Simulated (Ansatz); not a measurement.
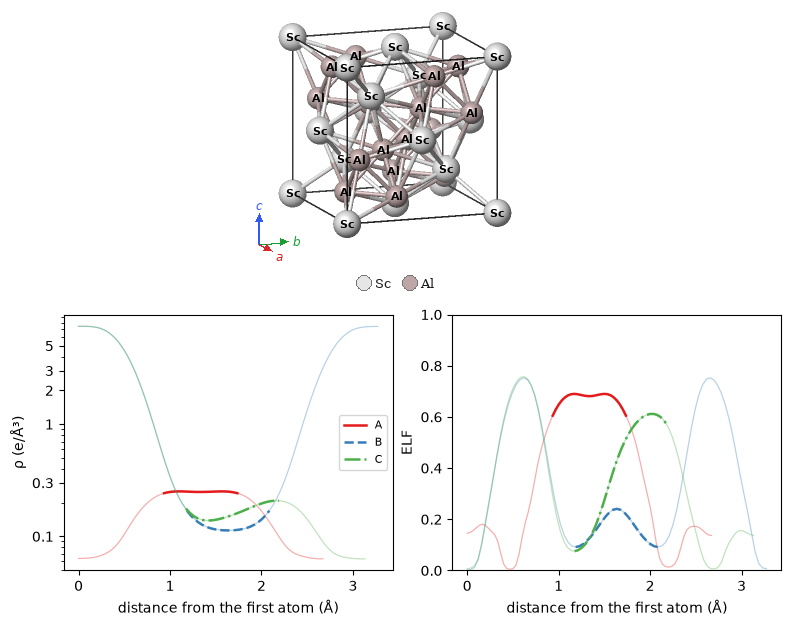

ScAl2. Valence charge density (pseudo) and electron localisation function along straight lines between neighbouring atoms. Thin, pale parts lie inside the atomic spheres. The structure is drawn too.

Space group Fd-3m; a structure from a database of computed crystals, not necessarily the ambient phase.

All numbers below come from Ansatz, DFT PBEsol, scalar-relativistic, plane waves, PAW.

The density is the valence pseudo-density of a PAW calculation; it isn't the true density close to the nuclei.

```
Sc Al
1.0
     7.55531    0.00000    0.00000
     0.00000    7.55531    0.00000
     0.00000    0.00000    7.55531
Sc Al
8 16
Direct
  0.00000 0.00000 0.00000
  0.50000 0.50000 0.00000
  0.50000 0.00000 0.50000
  0.00000 0.50000 0.50000
  0.25000 0.25000 0.25000
  0.75000 0.75000 0.25000
  0.75000 0.25000 0.75000
  0.25000 0.75000 0.75000
  0.62500 0.12500 0.12500
  0.12500 0.62500 0.12500
  0.12500 0.12500 0.62500
  0.62500 0.62500 0.62500
  0.62500 0.37500 0.37500
  0.12500 0.87500 0.37500
  0.12500 0.37500 0.87500
  0.62500 0.87500 0.87500
  0.87500 0.12500 0.37500
  0.37500 0.62500 0.37500
  0.37500 0.12500 0.87500
  0.87500 0.62500 0.87500
  0.87500 0.37500 0.12500
  0.37500 0.87500 0.12500
  0.37500 0.37500 0.62500
  0.87500 0.87500 0.62500
```

> Which curve belongs to which contact (Al–Al, Sc–Al and Sc–Sc)? The first atom named is at distance zero.

Curve A: Al–Al (2.67 Å): ρ is about 0.25 e/Å³ halfway; the ELF peaks at about 0.70 between the atoms. Curve B: Sc–Sc (3.27 Å): ρ is about 0.11 e/Å³ halfway; the ELF is about 0.25 at the midpoint; no localised pair shows between them. Curve C: Sc–Al (3.13 Å): ρ is about 0.14 e/Å³ halfway; the ELF peaks at about 0.60 in the valence shell of Al, 1.1 Å from its nucleus, and is about 0.35 at the midpoint.
